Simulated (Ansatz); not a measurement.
Run report: Al16As16H (charge +1), geometry relaxation (part 2 of 4)

Continued. System: Al16As16H (defect cell, 33 atoms in the cell, total charge +1). Method: DFT PBE, scalar-relativistic, plane waves, PAW, no spin polarisation (Ansatz 0.2.0); cutoff 420 eV, 2×2×2 k-mesh, Gaussian smearing of 0.01 eV. The structure derives from a Materials Project entry. It belongs to a series of runs on one base structure; here: H interstitial, charge +1, atoms relaxed at the host's cell.

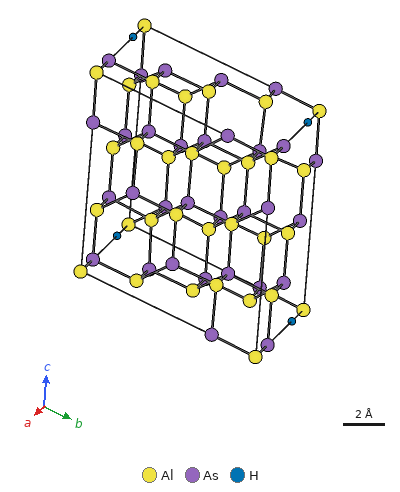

Fig. 1: The geometry at step 2 of the log (ball-and-stick view of the cell of the calculation, seen slightly off an axis).

**Output, continued**
```
--- Charged-cell corrections in eV (Makov–Payne, q = +1.000 e, ε = 11.564) ---
  F (periodic)     = -86333.660551  (uncorrected; the corrections below are reported, never added to it)
  E_corr1          = +0.197785  (monopole, q²α_M/2εL)
  F Makov-Payne    = -86333.462766  (F + E_corr1; no measured alignment; for a localised charge, not one spread in a band: unchecked)
  no potential alignment in this run, which stands beside a crystal: run the host's input off ansatz write-host-input, and read the two finished runs by ansatz place-levels (neither reads a slab, a wire or a sheet, whose cell leaves a vacuum)
--- Band table (eV) ---
  k-point 0: bands = ["-28.5434", "-28.5433", "-28.5433", "-28.5433", "-28.5432", "-28.5432", "-28.5418", "-28.5418", "-28.5418", "-28.5413", "-28.5413", "-28.5413", "-28.5400", "-28.5400", "-28.5400", "-28.5397", "-28.5397", "-28.5397", "-28.5354", "-28.5354", "-28.5353", "-28.5353", "-28.5353", "-28.5351", "-28.5299", "-28.5297", "-28.5297", "-28.5297", "-28.5297", "-28.5297", "-28.4597", "-28.4597", "-28.4597", "-28.4593", "-28.4593", "-28.4593", "-28.4592", "-28.4592", "-28.4592", "-28.4589",
      "-28.4589", "-28.4589", "-28.4589", "-28.4587", "-28.4587", "-28.4587", "-28.4586", "-28.4586", "-28.4586", "-28.4583", "-28.4583", "-28.4583", "-28.4583", "-28.4583", "-28.4581", "-28.4581", "-28.4581", "-28.4581", "-28.4581", "-28.4581", "-28.4501", "-28.4500", "-28.4500", "-28.4498", "-28.4498", "-28.4498", "-28.4495", "-28.4495", "-28.4494", "-28.4494", "-28.4494", "-28.4494", "-28.4494", "-28.4494", "-28.4492", "-28.4492", "-28.4492", "-28.4490", "-28.4490", "-28.4489",
      "-5.7234", "-4.5240", "-4.5204", "-4.5204", "-4.5106", "-4.5106", "-4.5106", "-4.4767", "-4.4767", "-4.4767", "-4.2981", "-4.2981", "-4.2981", "-3.9100", "-3.9100", "-3.7820", "0.2057", "0.6909", "0.6909", "0.6909", "1.4688", "1.4688", "1.4688", "1.5383", "1.5383", "1.5383", "1.5614", "1.5614", "1.7243", "1.7243", "1.7243", "3.0864", "3.0864", "3.0864", "3.1614", "3.2188", "3.2188", "3.2188", "3.2677", "3.2677",
      "3.2677", "3.2704", "3.2704", "3.9123", "3.9123", "3.9123", "3.9445", "3.9445", "3.9445", "4.9045", "4.9045", "5.0267", "5.0267", "5.0267", "5.0493", "5.1678", "5.2195", "5.2195", "5.2195", "5.2807", "5.2807", "5.2807", "6.0082", "6.0082", "6.0082", "7.6129", "7.6129", "7.7309", "8.2650", "8.2650", "8.2650", "8.7490", "9.0561", "9.0561", "9.0561", "9.3378", "9.3378", "9.3735", "9.3735", "9.3735",
      "9.4174", "9.4174", "9.4174", "10.1262", "10.2550", "10.2550", "10.2550", "11.3927", "11.3927", "11.3927", "11.6745", "11.6745", "11.6745", "11.6862", "11.6862", "11.6862", "11.7603"]
  k-point 1: bands = ["-28.5434", "-28.5433", "-28.5433", "-28.5433", "-28.5432", "-28.5432", "-28.5418", "-28.5418", "-28.5418", "-28.5413", "-28.5413", "-28.5413", "-28.5400", "-28.5400", "-28.5400", "-28.5397", "-28.5397", "-28.5397", "-28.5354", "-28.5354", "-28.5353", "-28.5353", "-28.5353", "-28.5351", "-28.5299", "-28.5297", "-28.5297", "-28.5297", "-28.5296", "-28.5296", "-28.4598", "-28.4597", "-28.4595", "-28.4593", "-28.4593", "-28.4593", "-28.4592", "-28.4592", "-28.4591", "-28.4590",
      "-28.4590", "-28.4589", "-28.4588", "-28.4587", "-28.4586", "-28.4586", "-28.4586", "-28.4586", "-28.4586", "-28.4583", "-28.4583", "-28.4582", "-28.4582", "-28.4582", "-28.4582", "-28.4581", "-28.4581", "-28.4581", "-28.4581", "-28.4581", "-28.4500", "-28.4500", "-28.4499", "-28.4499", "-28.4498", "-28.4498", "-28.4495", "-28.4495", "-28.4494", "-28.4494", "-28.4494", "-28.4493", "-28.4493", "-28.4493", "-28.4492", "-28.4492", "-28.4492", "-28.4491", "-28.4490", "-28.4490",
      "-5.3588", "-5.3346", "-4.7788", "-4.7637", "-4.6723", "-4.6622", "-4.2595", "-4.2189", "-4.1912", "-4.1788", "-4.1771", "-4.1232", "-4.0838", "-4.0536", "-3.8794", "-3.8769", "-0.0030", "0.8471", "0.8692", "0.8965", "0.9052", "1.0333", "1.2245", "1.2495", "1.2674", "1.3400", "1.4198", "1.6189", "1.7030", "1.7753", "2.6006", "2.7311", "3.0838", "3.3056", "3.3200", "3.3779", "3.4330", "3.4996", "3.5875", "3.5915",
      "3.6288", "3.6572", "3.9864", "3.9963", "4.0037", "4.0615", "4.2159", "4.2480", "4.2614", "4.5108", "4.5363", "4.5571", "4.6557", "4.7305", "4.7619", "4.7671", "4.8491", "4.8804", "4.9349", "4.9949", "5.0429", "5.2169", "5.6505", "5.7961", "5.8975", "8.2558", "8.4259", "8.7596", "8.8289", "8.8970", "8.9594", "8.9768", "8.9777", "8.9970", "9.1401", "9.1847", "9.3623", "9.4904", "9.5773", "9.5838",
      "9.6006", "9.6529", "9.6825", "9.7018", "9.8866", "10.1924", "10.2038", "10.2604", "10.3671", "10.4324", "10.4325", "10.5031", "10.5429", "10.5544", "10.6735", "10.6812", "10.8351"]
  k-point 2: bands = ["-28.5434", "-28.5433", "-28.5433", "-28.5433", "-28.5432", "-28.5432", "-28.5418", "-28.5418", "-28.5418", "-28.5413", "-28.5413", "-28.5413", "-28.5400", "-28.5400", "-28.5400", "-28.5397", "-28.5397", "-28.5397", "-28.5354", "-28.5354", "-28.5353", "-28.5353", "-28.5353", "-28.5351", "-28.5299", "-28.5297", "-28.5297", "-28.5297", "-28.5297", "-28.5297", "-28.4600", "-28.4593", "-28.4593", "-28.4593", "-28.4593", "-28.4593", "-28.4592", "-28.4592", "-28.4592", "-28.4591",
      "-28.4591", "-28.4591", "-28.4588", "-28.4588", "-28.4588", "-28.4586", "-28.4586", "-28.4586", "-28.4586", "-28.4582", "-28.4582", "-28.4582", "-28.4582", "-28.4582", "-28.4582", "-28.4581", "-28.4581", "-28.4581", "-28.4580", "-28.4580", "-28.4500", "-28.4500", "-28.4500", "-28.4499", "-28.4499", "-28.4496", "-28.4495", "-28.4495", "-28.4495", "-28.4495", "-28.4494", "-28.4494", "-28.4492", "-28.4492", "-28.4492", "-28.4491", "-28.4491", "-28.4491", "-28.4491", "-28.4491",
      "-5.0838", "-5.0270", "-5.0270", "-4.9223", "-4.9223", "-4.9223", "-4.4275", "-4.4275", "-4.4275", "-4.2270", "-3.8935", "-3.8935", "-3.8670", "-3.7868", "-3.7868", "-3.7868", "-0.2045", "0.6271", "0.6271", "0.6271", "0.9883", "0.9883", "0.9883", "1.0621", "1.0621", "1.0621", "1.9975", "2.7748", "2.7748", "2.7748", "2.7955", "2.7955", "2.9362", "2.9362", "2.9362", "2.9744", "2.9744", "2.9744", "3.2731", "3.2731",
      "3.2773", "3.3096", "3.3096", "3.3096", "4.4813", "4.4813", "4.4813", "4.6546", "4.6546", "4.6546", "4.7911", "4.7911", "4.7911", "4.8792", "4.8792", "4.8792", "5.0653", "5.0653", "5.1979", "5.1979", "5.1979", "5.3508", "5.3508", "5.3508", "5.6642", "7.9606", "7.9606", "7.9606", "8.0519", "8.5955", "8.5955", "8.5955", "8.7050", "8.7050", "8.9034", "9.6461", "9.6461", "9.6461", "9.6931", "9.6931",
      "10.1591", "10.3829", "10.3829", "10.3829", "10.4073", "10.4073", "10.4073", "10.4157", "10.4157", "10.6750", "10.6750", "10.6750", "10.8021", "10.8021", "11.3282", "11.3282", "11.3282"]
--- Relaxed structure (10 steps of the walk, 8 accepted, 0 SCFs on fresh bases) ---
  F+E_penalty+E_count = -86333.66055091 eV   max|allowed force component| = 5.716e-3 eV/Å
  atoms:
    - { symbol: Al, position: [0.5079401221333018, 0.7524810545238185, 0.7524810545238184] }
    - { symbol: Al, position: [0.4975189454761817, 0.5054590676094834, 0.0] }
    - { symbol: Al, position: [0.744540932390517, 0.4945409323905169, 0.7420598778666985] }
    - { symbol: Al, position: [0.46865729199317085, 0.21865729199317074, 0.21865729199317072] }
    - { symbol: Al, position: [0.7554590676094834, 0.24751894547618164, 0.0] }
    - { symbol: Al, position: [0.002481054523818499, 0.2579401221333017, 0.7524810545238185] }
    - { symbol: Al, position: [0.4975189454761817, -8.673617379884035e-19, 0.5054590676094834] }
    - { symbol: Al, position: [0.7554590676094834, 0.0, 0.24751894547618164] }
    - { symbol: Al, position: [0.031342708006829326, -3.469446951953614e-18, 0.0] }
    - { symbol: Al, position: [0.2500000000000003, 0.0, 0.7813427080068296] }
    - { symbol: Al, position: [0.744540932390517, 0.7420598778666985, 0.49454093239051683] }
    - { symbol: Al, position: [0.002481054523818471, 0.7524810545238185, 0.25794012213330164] }
    - { symbol: Al, position: [0.2500000000000003, 0.7813427080068296, 0.0] }
    - { symbol: Al, position: [-0.007940122133301808, 0.49454093239051666, 0.49454093239051666] }
    - { symbol: Al, position: [0.25000000000000006, 0.5054590676094832, 0.24751894547618147] }
    - { symbol: Al, position: [0.25000000000000006, 0.24751894547618147, 0.5054590676094832] }
    - { symbol: As, position: [0.7632622772179635, 0.0, 0.0] }
    - { symbol: As, position: [0.7500000000000002, 0.7500000000000002, 0.25000000000000006] }
    - { symbol: As, position: [-0.009100437951507834, 0.7408995620484922, 0.0] }
    - { symbol: As, position: [0.7367377227820366, 0.4867377227820366, 0.4867377227820366] }
    - { symbol: As, position: [0.0, 0.5000000000000001, 0.2500000000000001] }
    - { symbol: As, position: [0.25000000000000006, 0.5132622772179634, 0.0] }
    - { symbol: As, position: [0.7500000000000002, 0.25, 0.7500000000000002] }
    - { symbol: As, position: [0.0, 0.2500000000000001, 0.5000000000000001] }
    - { symbol: As, position: [0.25000000000000006, 0.25910043795150794, 0.25910043795150794] }
    - { symbol: As, position: [0.5091004379515081, 0.25910043795150794, 0.0] }
    - { symbol: As, position: [-0.009100437951507834, 0.0, 0.7408995620484922] }
    - { symbol: As, position: [0.25000000000000006, 0.0, 0.5132622772179634] }
    - { symbol: As, position: [0.5091004379515081, 0.0, 0.25910043795150794] }
    - { symbol: As, position: [0.2500000000000001, 0.7408995620484922, 0.7408995620484922] }
    - { symbol: As, position: [0.5000000000000001, 0.7500000000000002, 0.5000000000000001] }
    - { symbol: As, position: [0.5000000000000001, 0.5000000000000001, 0.7500000000000002] }
    - { symbol: H, position: [0.25000000000000006, 0.0, 0.0] }
```

**Trajectory as extended XYZ (Å, eV, eV/Å), 10 frames, from step=1 to step=10**
```
33
Lattice="5.7279 5.7279 5.7279 -5.7279 5.7279 -5.7279 -5.7279 -5.7279 5.7279" Properties=species:S:1:pos:R:3:forces:R:3 step=1 energy=-86333.59375
Al   -5.7223    2.8782    2.8782    0.0133   0.0259   0.0259
Al   -0.0143    5.7335   -0.0143   -0.0259   0.0133  -0.0259
Al   -2.8497    2.8583    5.7137    0.0259  -0.0133  -0.0259
Al    0.0501    2.8138    2.8138    0.0258  -0.0258  -0.0258
Al    2.8782    5.7335    2.8782    0.0259   0.0133   0.0259
Al   -5.7422   -2.8497    2.8583   -0.0259   0.0259  -0.0133
Al   -0.0143   -0.0143    5.7335   -0.0259  -0.0259   0.0133
Al    2.8782    2.8782    5.7335    0.0259   0.0259   0.0133
Al    0.0501    0.0501    0.0501    0.0258   0.0258   0.0258
Al   -2.9141   -2.9141    5.7781   -0.0258  -0.0258   0.0258
Al   -2.8497    5.7137    2.8583    0.0259  -0.0259  -0.0133
Al   -5.7422    2.8583   -2.8497   -0.0259  -0.0133   0.0259
Al   -2.9141    5.7781   -2.9141   -0.0258   0.0258  -0.0258
Al   -5.7223   -0.0143   -0.0143    0.0133  -0.0259  -0.0259
Al   -2.8696    2.8782   -0.0143   -0.0133   0.0259  -0.0259
Al   -2.8696   -0.0143    2.8782   -0.0133  -0.0259   0.0259
As    4.3215    4.3215    4.3215   -0.0226  -0.0226  -0.0226
As   -1.4320    7.1599    1.4320    0.0000   0.0000   0.0000
As   -4.2959    4.2589   -4.2959    0.0000   0.0032   0.0000
As   -1.4064    4.2704    4.2704   -0.0226   0.0226   0.0226
As   -4.2959    1.4320   -1.4320    0.0000   0.0000   0.0000
As   -1.4576    4.3215   -1.4576    0.0226  -0.0226   0.0226
As   -1.4320    1.4320    7.1599    0.0000   0.0000   0.0000
As   -4.2959   -1.4320    1.4320    0.0000   0.0000   0.0000
As   -1.4690    1.4320    1.4320    0.0032   0.0000   0.0000
As    1.4320    4.3330    1.4320    0.0000  -0.0032   0.0000
As   -4.2959   -4.2959    4.2589    0.0000   0.0000   0.0032
As   -1.4576   -1.4576    4.3215    0.0226   0.0226  -0.0226
As    1.4320    1.4320    4.3330    0.0000   0.0000  -0.0032
As   -7.1228    1.4320    1.4320   -0.0032   0.0000   0.0000
As   -4.2959    4.2959    1.4320    0.0000   0.0000   0.0000
As   -4.2959    1.4320    4.2959    0.0000   0.0000   0.0000
H     1.4320    1.4320    1.4320    0.0000   0.0000   0.0000
33
Lattice="5.7279 5.7279 5.7279 -5.7279 5.7279 -5.7279 -5.7279 -5.7279 5.7279" Properties=species:S:1:pos:R:3:forces:R:3 step=2 energy=-86333.59615
Al   -5.7202    2.8819    2.8819    0.0036   0.0010   0.0010
Al   -0.0180    5.7356   -0.0180   -0.0010   0.0036  -0.0010
Al   -2.8460    2.8562    5.7099    0.0010  -0.0036  -0.0010
Al    0.0545    2.8094    2.8094    0.0255  -0.0255  -0.0255
Al    2.8819    5.7356    2.8819    0.0010   0.0036   0.0010
Al   -5.7459   -2.8460    2.8562   -0.0010   0.0010  -0.0036
Al   -0.0180   -0.0180    5.7356   -0.0010  -0.0010   0.0036
Al    2.8819    2.8819    5.7356    0.0010   0.0010   0.0036
Al    0.0545    0.0545    0.0545    0.0255   0.0255   0.0255
Al   -2.9185   -2.9185    5.7825   -0.0255  -0.0255   0.0255
Al   -2.8460    5.7099    2.8562    0.0010  -0.0010  -0.0036
Al   -5.7459    2.8562   -2.8460   -0.0010  -0.0036   0.0010
Al   -2.9185    5.7825   -2.9185   -0.0255   0.0255  -0.0255
Al   -5.7202   -0.0180   -0.0180    0.0036  -0.0010  -0.0010
Al   -2.8717    2.8819   -0.0180   -0.0036   0.0010  -0.0010
Al   -2.8717   -0.0180    2.8819   -0.0036  -0.0010   0.0010
As    4.3234    4.3234    4.3234   -0.0113  -0.0113  -0.0113
As   -1.4320    7.1599    1.4320    0.0000   0.0000   0.0000
As   -4.2959    4.2546   -4.2959    0.0000  -0.0033   0.0000
As   -1.4045    4.2685    4.2685   -0.0113   0.0113   0.0113
As   -4.2959    1.4320   -1.4320    0.0000   0.0000   0.0000
As   -1.4594    4.3234   -1.4594    0.0113  -0.0113   0.0113
As   -1.4320    1.4320    7.1599    0.0000   0.0000   0.0000
As   -4.2959   -1.4320    1.4320    0.0000   0.0000   0.0000
As   -1.4733    1.4320    1.4320   -0.0033   0.0000   0.0000
As    1.4320    4.3373    1.4320    0.0000   0.0033   0.0000
As   -4.2959   -4.2959    4.2546    0.0000   0.0000  -0.0033
As   -1.4594   -1.4594    4.3234    0.0113   0.0113  -0.0113
As    1.4320    1.4320    4.3373    0.0000   0.0000   0.0033
As   -7.1185    1.4320    1.4320    0.0033   0.0000   0.0000
As   -4.2959    4.2959    1.4320    0.0000   0.0000   0.0000
As   -4.2959    1.4320    4.2959    0.0000   0.0000   0.0000
H     1.4320    1.4320    1.4320    0.0000   0.0000   0.0000
33
Lattice="5.7279 5.7279 5.7279 -5.7279 5.7279 -5.7279 -5.7279 -5.7279 5.7279" Properties=species:S:1:pos:R:3:forces:R:3 step=3 energy=-86333.59805
Al   -5.7183    2.8851    2.8851   -0.0045  -0.0085  -0.0085
Al   -0.0212    5.7375   -0.0212    0.0085  -0.0045   0.0085
Al   -2.8428    2.8543    5.7067   -0.0085   0.0045   0.0085
Al    0.0639    2.8001    2.8001    0.0173  -0.0173  -0.0173
Al    2.8851    5.7375    2.8851   -0.0085  -0.0045  -0.0085
Al   -5.7491   -2.8428    2.8543    0.0085  -0.0085   0.0045
Al   -0.0212   -0.0212    5.7375    0.0085   0.0085  -0.0045
Al    2.8851    2.8851    5.7375   -0.0085  -0.0085  -0.0045
Al    0.0639    0.0639    0.0639    0.0173   0.0173   0.0173
Al   -2.9278   -2.9278    5.7918   -0.0173  -0.0173   0.0173
Al   -2.8428    5.7067    2.8543   -0.0085   0.0085   0.0045
Al   -5.7491    2.8543   -2.8428    0.0085   0.0045  -0.0085
Al   -2.9278    5.7918   -2.9278   -0.0173   0.0173  -0.0173
Al   -5.7183   -0.0212   -0.0212   -0.0045   0.0085   0.0085
Al   -2.8736    2.8851   -0.0212    0.0045  -0.0085   0.0085
Al   -2.8736   -0.0212    2.8851    0.0045   0.0085  -0.0085
As    4.3274    4.3274    4.3274   -0.0050  -0.0050  -0.0050
As   -1.4320    7.1599    1.4320    0.0000   0.0000   0.0000
As   -4.2959    4.2486   -4.2959    0.0000  -0.0100   0.0000
As   -1.4005    4.2644    4.2644   -0.0050   0.0050   0.0050
As   -4.2959    1.4320   -1.4320    0.0000   0.0000   0.0000
As   -1.4635    4.3274   -1.4635    0.0050  -0.0050   0.0050
As   -1.4320    1.4320    7.1599    0.0000   0.0000   0.0000
As   -4.2959   -1.4320    1.4320    0.0000   0.0000   0.0000
As   -1.4793    1.4320    1.4320   -0.0100   0.0000   0.0000
As    1.4320    4.3433    1.4320    0.0000   0.0100   0.0000
As   -4.2959   -4.2959    4.2486    0.0000   0.0000  -0.0100
As   -1.4635   -1.4635    4.3274    0.0050   0.0050  -0.0050
As    1.4320    1.4320    4.3433    0.0000   0.0000   0.0100
As   -7.1126    1.4320    1.4320    0.0100   0.0000   0.0000
As   -4.2959    4.2959    1.4320    0.0000   0.0000   0.0000
As   -4.2959    1.4320    4.2959    0.0000   0.0000   0.0000
H     1.4320    1.4320    1.4320    0.0000   0.0000   0.0000
```
